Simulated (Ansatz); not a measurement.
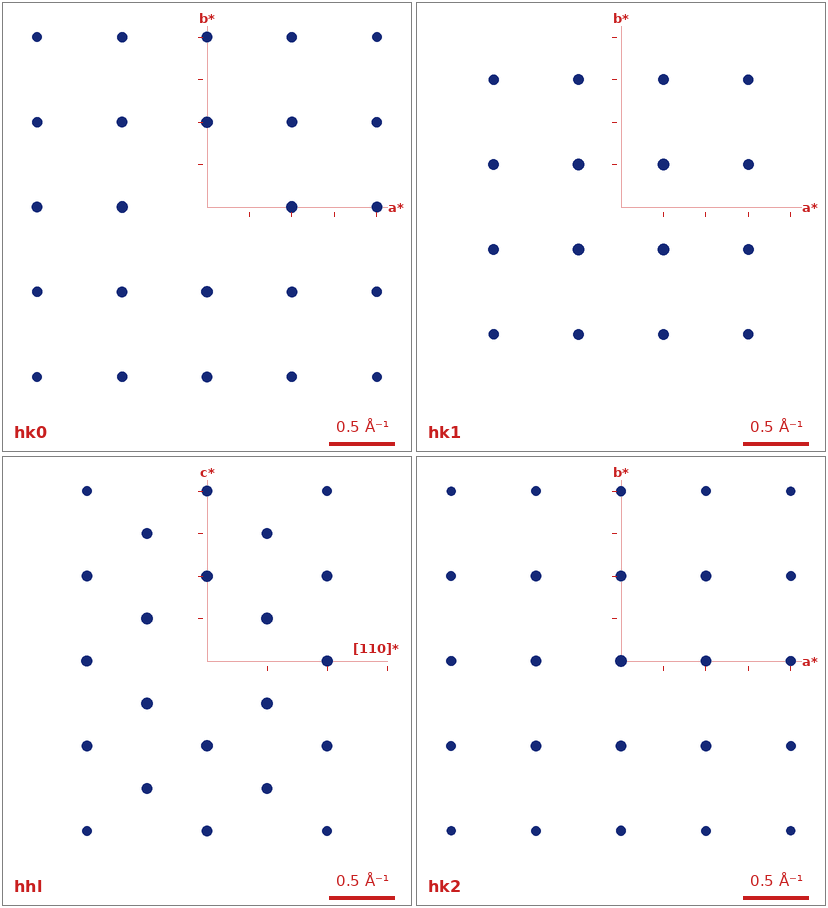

Simulated precession-type sections (neutrons; kinematic intensities, B = 0.5 Å²). The ticks mark integer indices of the conventional cell.

The compound is C. Structure: the geometry relaxed with Ansatz, DFT, LDA (PW92), plane waves (420 eV) with PAW, scalar-relativistic; the starting structure was generated, so it need not be a known form of this composition.

Question: Read the reciprocal cell and give the direct cell.

Answer: a* = 0.332, b* = 0.332, c* = 0.332 Å⁻¹; the cell is cubic with a = 3.02 Å.

Question: Which reflection conditions do the layers show?

Answer: Reflections are present only under these conditions. hkl: h + k = 2n, h + l = 2n; hk0: h = 2n, k = 2n; hhl: h + l = 2n; h00: h = 2n. The lattice is face-centred (F).

Question: Which space groups fit?

Answer: The intensities have Laue symmetry m-3m (the hk0 layer shows 4mm, hk1 shows 4mm). With these conditions the candidates are F432 (No. 209), F-43m (No. 216), Fm-3m (No. 225). Diffraction geometry alone does not choose among them; the structure has Fm-3m.
